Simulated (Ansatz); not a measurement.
Given this structure, coordinates from a relaxation with DFT, PBE, plane waves (420 eV) with PAW, scalar-relativistic (Ansatz); the starting structure was generated, so it need not be a known form of this composition, written in its standard cell:

```yaml
crystal:
  lattice:
    - [2.83072, 0.00000, 0.00000]
    - [0.00000, 2.83072, 0.00000]
    - [0.00000, 0.00000, 2.83072]
  atoms:
    - { symbol: Se, position: [0.00000, 0.00000, 0.00000] }
```

> Predict the [210] zone-axis pattern (120 kV, kinematic, B = 0.5 Å²).

The spots form a rectangular net whose two shortest vectors correspond to d = 2.83 Å and 1.27 Å, 90.0° apart. They are 0 0 1 and 1 -2 0. The pattern has symmetry 2mm. No reflection of this zone is absent.

Strongest reflections with d > 0.80 Å, one of each family (|F|² from tabulated Gaussian fits of the electron scattering factors, times a small damping for the curvature of the Ewald sphere):

```tsv
hkl	d (Å)	I (strongest = 100)
0 0 1	2.831	100
0 0 2	1.415	24
1 -2 0	1.266	18
1 -2 1	1.156	14
1 -2 2	0.944	8
0 0 3	0.944	8
```

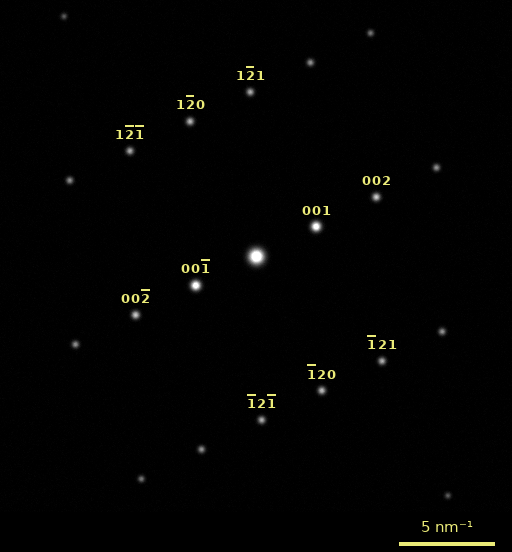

Calculated pattern, seen from the source side with [210] pointing towards the source.
